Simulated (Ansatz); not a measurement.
Geometry relaxation of CdS (part 1 of 2)

System: CdS (P6₃/mmc, 4 atoms in the cell).
Method: DFT, PBE, PAW with Ansatz's default frozen-core files, scalar-relativistic, no spin polarisation (Ansatz 0.2.0).

The structure was built on a prototype by a generator; it need not be a known phase. It belongs to a series of runs on one base structure; here: NiAs relaxed under pressure, PAW files. Figures and captions count atoms from 1; the log counts them from 0 in places.

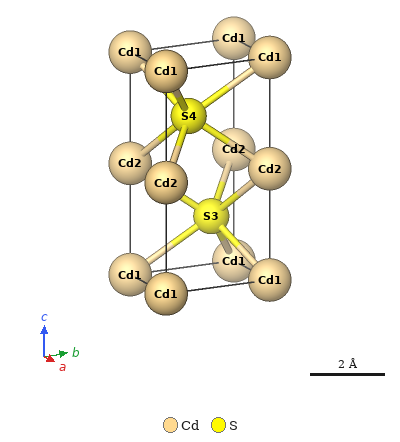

The input geometry (ball-and-stick view of the cell of the calculation, seen slightly off an axis; atoms are numbered from 1 in the order of the input). Near neighbours in the crystal (not all of them lie inside the picture): Cd has 6 S at 2.75 Å; S has 6 Cd at 2.75 Å.

Summary

| quantity | value |
| --- | --- |
| outcome | converged |
| space group (tolerance 0.01 Å) | P6₃/mmc (194) |
| electrons treated | 52 |
| free energy | −18314.9531 eV |
| Fermi energy | 9.719 eV |
| pressure | 0.01 GPa |
| final volume | 84.34 Å³ |
| largest force (length of the vector) at the end | under 0.001 eV/Å |
| final cell | a = 3.877 Å, b = 3.877 Å, c = 6.478 Å, α = 90.00°, β = 90.00°, γ = 120.00° |
| hardware | 1 thread of Intel Xeon @ 2.50GHz (Skylake/Cascade Lake), 64 GiB of memory available, shared host |
| wall time | 24 s |
| peak memory | 0.46 GiB |

Input
```yaml
crystal:
  lattice:
    - [3.9535793716, 0.0, 0.0]
    - [-1.9767896858, 3.4239001717, 0.0]
    - [0.0, 0.0, 6.1280480259]
  atoms:
    - { symbol: Cd, position: [0.0, 0.0, 0.0] }
    - { symbol: Cd, position: [0.0, 0.0, 0.5] }
    - { symbol: S, position: [0.3333333333, 0.6666666667, 0.25] }
    - { symbol: S, position: [0.6666666667, 0.3333333333, 0.75] }
kpoints:
  mp_grid: { grid: [9, 9, 5] }
scf:
  occupations: { method: fermi_dirac, width: 0.1 }
hamiltonian:
  xc: pbe
  pseudopotentials: { kind: paw }
output:
  forces: true
  stress: true
  eigenvalues: true
  write_density: true
  write_potential: true
  elf: true
  volumetric_format: npy
relax:
  f_tol: 0.005
  max_steps: 40
  cell: { p_target: 0.0098, stress_tol: 0.03 }
```

Command:
```bash
ansatz run input.yaml --threads 1 --pin off --max-ram 3584MiB --backend cpu --events-out ev --progress --plain --runs-dir out
```

Log
```
Engine: ansatz 0.2.0, x86_64-unknown-linux-gnu
Pseudopotentials: kind: paw
Pseudopotential: Cd, paw, valence charge 20, recommended cutoff 420 eV (normal), Cd.paw.azcp
Pseudopotential: S, paw, valence charge 6, recommended cutoff 420 eV (normal), S.paw.azcp
Functional definition: PBE
  parameter kappa = 0.804
  parameter beta = 0.06672455060314922
  exchange = pbe_x(kappa = kappa, mu = beta*pi^2/3)
  correlation = pbe_c(beta = beta)
Crystal: 4 atoms, lattice volume = 82.953 Å³
Basis set: ecut = 420 eV, 1641 PW (Γ), exchange–correlation on 54×54×90 points (8 copies of the dense FFT grid, shifted against one another)
Bands: 32, of which v1, the nominal top of the filled ones, is band 26 counted from 1 (25 counted from 0)
Symmetry: 24 space group operations
Space group: P63/mmc (ITA 194), of the structure as read, at distance tolerance 4.4e-5 Å
k-points: 36 of 405
Non-local potential: Cd, projectors of the file, l = 0: 3, l = 1: 2, l = 2: 2, l = 3: 1
Non-local potential: S, projectors of the file, l = 0: 2, l = 1: 2, l = 2: 2
PAW form: soft (Blöchl's): semilocal exchange-correlation on the pseudo side does not see the compensation charge
PAW one-centre angular grid: Cd, 590 points (default); XC on 64 Gauss nodes
PAW one-centre angular grid: S, 110 points (default); XC on 64 Gauss nodes
Initial density: superposition of atomic densities (neutral atoms: chi_scale 0, normalization atom), corrected by the library's trained network
Initial wavefunctions: pseudopotential atomic-orbital guess
Functional: x = pbe(κ = 0.804, μ = 0.2195149727645171), c = pbe(β = 0.06672455060314922)
SCF iter   1: F=—  HF=-18314.871862 eV  |F-HF|=—  |Δ(HF+E_count)|=         —  Δρ=1.16e-3  dr2=1.14e-3  ethr=1.77e-3  ⟨swp⟩=5.8  Hψ=4436  notcnv=0
preconditioner: auto → Resta (q_TF=auto, 2.524 Å⁻¹)  ε∞=5.4  [insulator: Δε(μ)=0.582 eV  Ē_g=11.723 eV  σ=0.100 eV  W_gap=0.71  n_scr=22 (ndim 8)  ℏωp=24.5 eV  f_vac=0.030  D(μ)=0.02/eV (n_scr^D=0)  ε∞_Penn≈5.4]
SCF iter   2: F=—  HF=-18314.872346 eV  |F-HF|=—  |Δ(HF+E_count)|=   4.84e-4  Δρ=6.20e-4  dr2=3.30e-4  ethr=2.19e-6  ⟨swp⟩=2.2  Hψ=2134  notcnv=0  defer=1
SCF iter   3: F=—  HF=-18314.872377 eV  |F-HF|=—  |Δ(HF+E_count)|=   3.12e-5  Δρ=1.60e-4  dr2=3.22e-5  ethr=6.35e-7  ⟨swp⟩=2.0  Hψ=1770  notcnv=0  defer=1
SCF iter   4: F=—  HF=-18314.872372 eV  |F-HF|=—  |Δ(HF+E_count)|=   5.07e-6  Δρ=5.72e-5  dr2=2.26e-6  ethr=6.19e-8  ⟨swp⟩=2.0  Hψ=1772  notcnv=0  defer=1
SCF iter   5: F=—  HF=-18314.872373 eV  |F-HF|=—  |Δ(HF+E_count)|=   1.09e-6  Δρ=2.46e-5  dr2=3.34e-7  ethr=4.34e-9  ⟨swp⟩=2.1  Hψ=1759  notcnv=0  defer=1
SCF iter   6: F=-18314.872373 eV  HF=-18314.872373 eV  |F-HF|=3.44e-8  |Δ(HF+E_count)|=   2.43e-8  Δρ=5.36e-6  dr2=2.24e-8  ethr=1.92e-10  ⟨swp⟩=10.9  Hψ=7450  notcnv=0
SCF 1 converged in 6 iterations: F = -18314.872373 eV  dr2 = 2.24e-8
  greatest PAW one-centre occupation: 1.000 electrons in one spin orbital (limit 2), on the Cd atom at site 0 (counted from 0), in its partial waves of l = 0
relax step   1: F+E_penalty+E_count = -18314.87237289 eV  Δ(F+E_penalty+E_count) = +0.000e0 eV  max|allowed force component| = 3.099e-16 eV/Å  Δτ_max = 0.0000 Å  P = +1.646 GPa  Ω = 82.953 Å³  (6 SCF iters, dr2 threshold 1.00e-7 eV, accepted)
Crystal: 4 atoms, lattice volume = 85.157 Å³
Basis set: ecut = 420 eV, 1689 PW (Γ), exchange–correlation on 54×54×90 points (8 copies of the dense FFT grid, shifted against one another)
Initial density: handed on by an earlier stage of this run
Initial wavefunctions: those handed on with the density
iter 1 solved again at ethr=8.97e-6 eV; its pass at ethr=3.10e-3 eV (dr2=4.67e-3 eV) is discarded
SCF iter   1: F=—  HF=-18314.949081 eV  |F-HF|=—  |Δ(HF+E_count)|=         —  Δρ=2.69e-3  dr2=5.32e-3  ethr=8.97e-6  ⟨swp⟩=1.9  Hψ=6177  notcnv=0
preconditioner: auto → Resta (q_TF=auto, 2.513 Å⁻¹)  ε∞=5.3  [insulator: Δε(μ)=0.543 eV  Ē_g=11.595 eV  σ=0.100 eV  W_gap=0.64  n_scr=22 (ndim 8)  ℏωp=24.1 eV  f_vac=0.027  D(μ)=0.03/eV (n_scr^D=0)  ε∞_Penn≈5.3]
SCF iter   2: F=—  HF=-18314.948275 eV  |F-HF|=—  |Δ(HF+E_count)|=   8.07e-4  Δρ=1.54e-3  dr2=2.14e-3  ethr=8.97e-6  ⟨swp⟩=1.0  Hψ=1152  notcnv=0
SCF iter   3: F=—  HF=-18314.947913 eV  |F-HF|=—  |Δ(HF+E_count)|=   3.62e-4  Δρ=3.07e-4  dr2=8.59e-5  ethr=4.12e-6  ⟨swp⟩=2.0  Hψ=1800  notcnv=0
SCF iter   4: F=—  HF=-18314.947891 eV  |F-HF|=—  |Δ(HF+E_count)|=   2.16e-5  Δρ=1.42e-4  dr2=1.61e-5  ethr=1.65e-7  ⟨swp⟩=2.5  Hψ=2085  notcnv=0
SCF iter   5: F=-18314.947899 eV  HF=-18314.947898 eV  |F-HF|=7.30e-7  |Δ(HF+E_count)|=   6.85e-6  Δρ=2.15e-5  dr2=3.31e-7  ethr=7.69e-10  ⟨swp⟩=7.9  Hψ=8621  notcnv=0
SCF 2 converged in 5 iterations: F = -18314.947899 eV  dr2 = 3.31e-7
  greatest PAW one-centre occupation: 1.000 electrons in one spin orbital (limit 2), on the Cd atom at site 1 (counted from 0), in its partial waves of l = 0
relax step   2: F+E_penalty+E_count = -18314.94789881 eV  Δ(F+E_penalty+E_count) = -7.553e-2 eV  max|allowed force component| = 2.313e-17 eV/Å  Δτ_max = 0.0000 Å  P = -0.575 GPa  Ω = 85.157 Å³  energy of the carried Pulay correction = -5.655e-4 eV  (5 SCF iters, dr2 threshold 4.00e-7 eV, accepted)
Crystal: 4 atoms, lattice volume = 84.287 Å³
Basis set: ecut = 420 eV, 1677 PW (Γ), exchange–correlation on 54×54×90 points (8 copies of the dense FFT grid, shifted against one another)
iter 1 solved again at ethr=8.50e-7 eV; its pass at ethr=3.10e-3 eV (dr2=4.42e-4 eV) is discarded
SCF iter   1: F=—  HF=-18314.953029 eV  |F-HF|=—  |Δ(HF+E_count)|=         —  Δρ=8.21e-4  dr2=5.46e-4  ethr=8.50e-7  ⟨swp⟩=2.3  Hψ=6239  notcnv=0
preconditioner: auto → Resta (q_TF=auto, 2.517 Å⁻¹)  ε∞=5.4  [insulator: Δε(μ)=0.553 eV  Ē_g=11.629 eV  σ=0.100 eV  W_gap=0.68  n_scr=22 (ndim 8)  ℏωp=24.3 eV  f_vac=0.022  D(μ)=0.03/eV (n_scr^D=0)  ε∞_Penn≈5.4]
SCF iter   2: F=—  HF=-18314.952937 eV  |F-HF|=—  |Δ(HF+E_count)|=   9.22e-5  Δρ=4.67e-4  dr2=2.00e-4  ethr=8.50e-7  ⟨swp⟩=1.1  Hψ=1155  notcnv=0
SCF iter   3: F=—  HF=-18314.952853 eV  |F-HF|=—  |Δ(HF+E_count)|=   8.37e-5  Δρ=8.16e-5  dr2=7.91e-6  ethr=3.85e-7  ⟨swp⟩=2.0  Hψ=1800  notcnv=0
SCF iter   4: F=—  HF=-18314.952856 eV  |F-HF|=—  |Δ(HF+E_count)|=   2.42e-6  Δρ=2.87e-5  dr2=6.23e-7  ethr=1.52e-8  ⟨swp⟩=2.0  Hψ=1769  notcnv=0
SCF iter   5: F=-18314.952856 eV  HF=-18314.952856 eV  |F-HF|=5.04e-8  |Δ(HF+E_count)|=   3.56e-7  Δρ=1.17e-5  dr2=8.05e-8  ethr=7.69e-10  ⟨swp⟩=9.0  Hψ=7924  notcnv=0
SCF 3 converged in 5 iterations: F = -18314.952856 eV  dr2 = 8.05e-8
relax step   3: F+E_penalty+E_count = -18314.95285609 eV  Δ(F+E_penalty+E_count) = -4.957e-3 eV  max|allowed force component| = 3.701e-17 eV/Å  Δτ_max = 0.0000 Å  P = +0.052 GPa  Ω = 84.287 Å³  energy of the carried Pulay correction = -3.268e-4 eV  (5 SCF iters, dr2 threshold 4.00e-7 eV, accepted)
Crystal: 4 atoms, lattice volume = 84.341 Å³
iter 1 solved again at ethr=2.39e-9 eV; its pass at ethr=3.10e-3 eV (dr2=1.24e-6 eV) is discarded
SCF iter   1: F=—  HF=-18314.952910 eV  |F-HF|=—  |Δ(HF+E_count)|=         —  Δρ=3.72e-5  dr2=1.11e-6  ethr=2.39e-9  ⟨swp⟩=3.2  Hψ=5822  notcnv=0
preconditioner: auto → Resta (q_TF=auto, 2.517 Å⁻¹)  ε∞=5.4  [insulator: Δε(μ)=0.546 eV  Ē_g=11.625 eV  σ=0.100 eV  W_gap=0.67  n_scr=22 (ndim 8)  ℏωp=24.3 eV  f_vac=0.022  D(μ)=0.03/eV (n_scr^D=0)  ε∞_Penn≈5.4]
SCF iter   2: F=—  HF=-18314.952856 eV  |F-HF|=—  |Δ(HF+E_count)|=   5.43e-5  Δρ=1.90e-5  dr2=3.15e-7  ethr=2.13e-9  ⟨swp⟩=2.0  Hψ=1267  notcnv=0
SCF iter   3: F=—  HF=-18314.952856 eV  |F-HF|=—  |Δ(HF+E_count)|=   3.95e-8  Δρ=4.85e-6  dr2=2.45e-8  ethr=6.05e-10  ⟨swp⟩=2.0  Hψ=1799  notcnv=0
SCF iter   4: F=-18314.952856 eV  HF=-18314.952856 eV  |F-HF|=4.22e-10  |Δ(HF+E_count)|=   2.05e-9  Δρ=1.63e-6  dr2=2.12e-9  ethr=1.47e-11  ⟨swp⟩=6.9  Hψ=5844  notcnv=0
SCF 4 converged in 4 iterations: F = -18314.952856 eV  dr2 = 2.12e-9
relax step   4: F+E_penalty+E_count = -18314.95285563 eV  Δ(F+E_penalty+E_count) = +4.592e-7 eV  max|allowed force component| = 2.405e-16 eV/Å  Δτ_max = 0.0000 Å  P = +0.010 GPa  Ω = 84.341 Å³  energy of the carried Pulay correction = -3.415e-4 eV  (4 SCF iters, dr2 threshold 7.66e-9 eV, accepted)
Initial wavefunctions: pseudopotential atomic-orbital guess (no wavefunctions were taken with the density)
iter 1 solved again at ethr=6.21e-8 eV; its pass at ethr=3.10e-3 eV (dr2=3.23e-5 eV) is discarded
SCF iter   1: F=—  HF=-18314.953114 eV  |F-HF|=—  |Δ(HF+E_count)|=         —  Δρ=9.27e-5  dr2=1.20e-6  ethr=6.21e-8  ⟨swp⟩=3.0  Hψ=7372  notcnv=0
SCF iter   2: F=—  HF=-18314.953070 eV  |F-HF|=—  |Δ(HF+E_count)|=   4.43e-5  Δρ=4.76e-5  dr2=3.08e-7  ethr=2.32e-9  ⟨swp⟩=2.0  Hψ=1971  notcnv=0
SCF iter   3: F=—  HF=-18314.953070 eV  |F-HF|=—  |Δ(HF+E_count)|=   6.16e-7  Δρ=3.93e-6  dr2=3.98e-9  ethr=5.93e-10  ⟨swp⟩=2.1  Hψ=1908  notcnv=0
SCF iter   4: F=—  HF=-18314.953070 eV  |F-HF|=—  |Δ(HF+E_count)|=   2.83e-9  Δρ=7.41e-7  dr2=1.84e-10  ethr=7.65e-12  ⟨swp⟩=2.0  Hψ=1944  notcnv=0
SCF iter   5: F=-18314.953070 eV  HF=-18314.953070 eV  |F-HF|=0.00e0  |Δ(HF+E_count)|=  2.98e-10  Δρ=7.45e-8  dr2=4.30e-12  ethr=1.00e-12  ⟨swp⟩=5.9  Hψ=4885  notcnv=0
SCF 5 converged in 5 iterations: F = -18314.953070 eV  dr2 = 4.30e-12
relax step   5: F+E_penalty+E_count = -18314.95307026 eV  Δ(F+E_penalty+E_count) = -2.146e-4 eV  max|allowed force component| = 2.544e-16 eV/Å  Δτ_max = 0.0000 Å  P = +0.006 GPa  Ω = 84.341 Å³  stress off target by 6.12e-3 GPa  SCF on the basis re-selected at this cell (its energy is not comparable with the rows above)  (5 SCF iters)
```

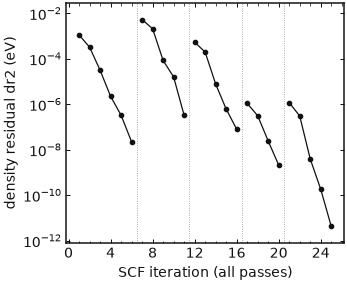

Convergence of the self-consistent field: density residual dr2 against the SCF iteration. The dotted lines part the SCF passes of the relaxation: geometry steps, rejected trials and re-solves on a re-selected basis. The 5 passes take 4 to 6 iterations each, 25 in all.

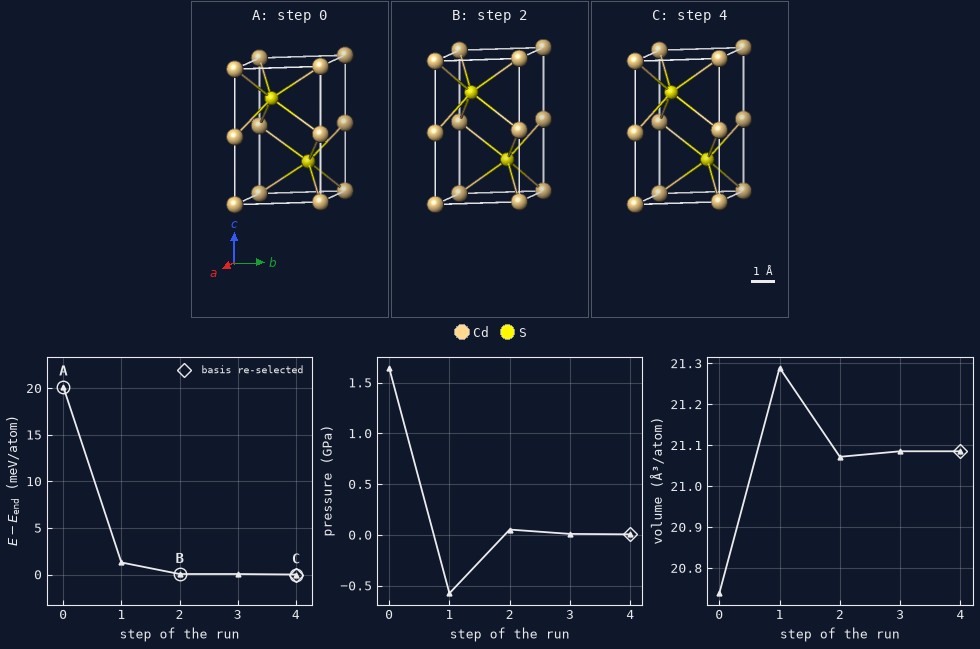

Frames of the relaxation (ball-and-stick view of the cell of the calculation, seen slightly off an axis) above the curves, on which the letters mark them (the first geometry is step 0 here and step 1 in the log).

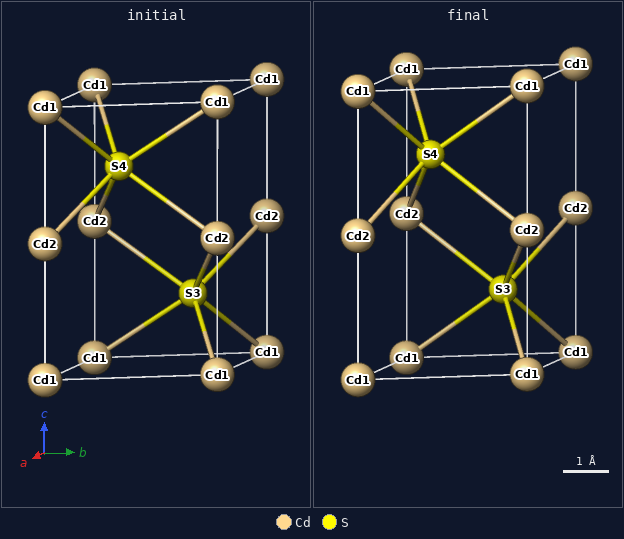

Before (left) and after (right) the relaxation, at one scale (ball-and-stick view of the cell of the calculation, seen slightly off an axis). The energy falls by 20.1 meV per atom in 3 geometry steps. All forces vanish by symmetry, so only the cell relaxes. The pressure goes from 1.65 to 0.01 GPa. The atoms keep their places relative to the cell (all moves are under 0.005 Å). Cell: a = b 3.954 → 3.877 Å (−1.9 %), c 6.128 → 6.478 Å (+5.7 %). Volume +1.7 %. Among the contacts that change: Cd1–S3 2.749 → 2.763 Å. Among the angles that change: Cd1–S3–Cd2 67.7° → 71.8°, Cd1–S3–Cd1 92.0° → 89.1°, S3–Cd1–S4 88.0° → 90.9°. The space group stays P6_3/mmc (No. 194). A last SCF at the same geometry on a re-selected plane-wave basis shifts the energy by −0.1 meV per atom. (Atoms are counted from 1 in the order of the input.)

```
basis re-selected at this cell: Δ(F+E_penalty+E_count) = -2.146e-4 eV, ΔP = -0.004 GPa vs the last step (what re-selecting the basis moved, of the pressure what is left beyond the Pulay correction that the steps carried, after the strain that the cell walked since its last selection, with what the two solves' SCF thresholds leave and, on support functions, any second-order correction that the steps lacked; it is no measure of the basis error at this ecutwfc). This SCF's stress stands 6.12e-3 GPa from its target on what of the cell is left free (relax.cell.stress_tol is 3.00e-2 GPa) and its largest allowed force component is 2.54e-16 eV/Å (relax.f_tol is 5.00e-3 eV/Å): within both
SCF converged after 5 iterations
Free energy (F): -18314.953070 eV
Harris-Foulkes:  -18314.953070 eV  (|F-HF|=0.00e0)
Internal energy: -18314.951636 eV  (E = F + TS)
E sigma→0 (E₀):  -18314.952353 eV
Entropy (-TS):   -0.001434 eV (-0.358 meV/atom)
Fermi energy:    9.719494 eV
```
